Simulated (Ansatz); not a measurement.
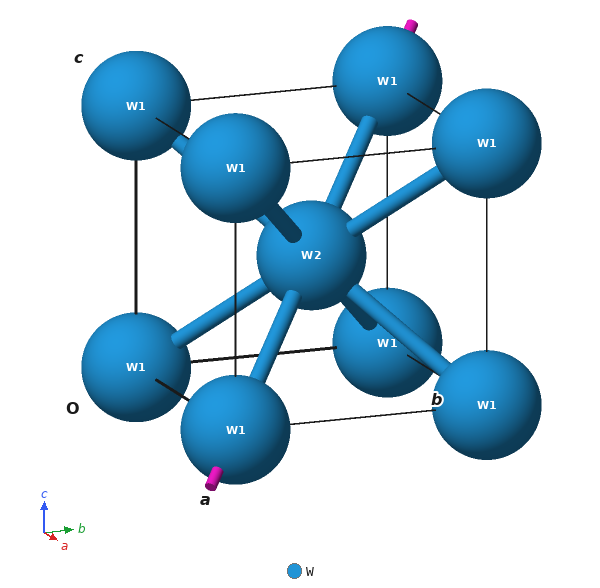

The coloured rod is the axis of a symmetry operation of the crystal. Crystal: W, the geometry relaxed with DFT PBEsol, scalar-relativistic, plane waves, PAW in Ansatz. Symmetry computed with spglib at a tolerance of 0.002 Å; standard conventional cell.

a = 3.154 Å, b = 3.154 Å, c = 3.154 Å, α = 90.00°, β = 90.00°, γ = 90.00°.

```csv
atom,x,y,z
W1,0.0000,0.0000,0.0000
W2,0.5000,0.5000,0.5000
```

Take the operation x, y, z → −y+1, z, −x+1.

Q: What kind of operation is it, and where does it lie?

A: It is a 3-fold rotation, about the line along [−1 1 1] through (1/2, 1/2, 1/2).

Q: Onto which atom does it carry each atom (up to whole multiples of a, b and c)?

A: W1 → W1, W2 → W2.

Q: What is the crystal's space group?

A: Im-3m (No. 229).
